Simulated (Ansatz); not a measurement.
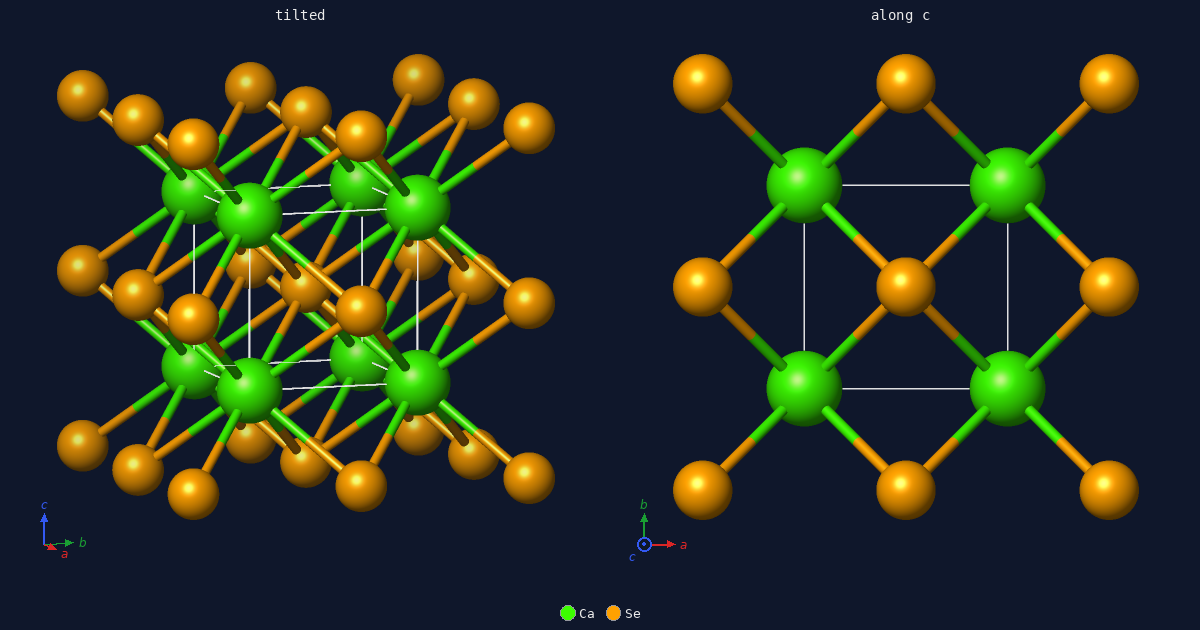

A ball-and-stick rendering, viewed slightly off an axis and along the c axis. The edges of the conventional unit cell are marked. Some neighbours outside the box are added.

CaSe, space group Pm-3m (No. 221), a = 3.63 Å, b = 3.63 Å, c = 3.63 Å, α = 90.00°, β = 90.00°, γ = 90.00°.

Electronic-structure method: DFT, HSE06 with spin-orbit coupling, plane waves, PAW (Ansatz 0.2.0). Parameters: wavefunction cutoff 420 eV, 4×4×4 k-mesh, no moments seeded, so the run stays non-magnetic, spinor wavefunctions.

> How large a gap does the method give, if there is one?

A semiconductor at this level, with a gap of 1.53 eV, direct.

Origin of the cell: a structure type filled with these elements by a generator (whether the compound takes this form wasn't checked). Earlier steps of the study may have refined or changed the cell and positions. An electronic-structure calculation with Ansatz was run on it.
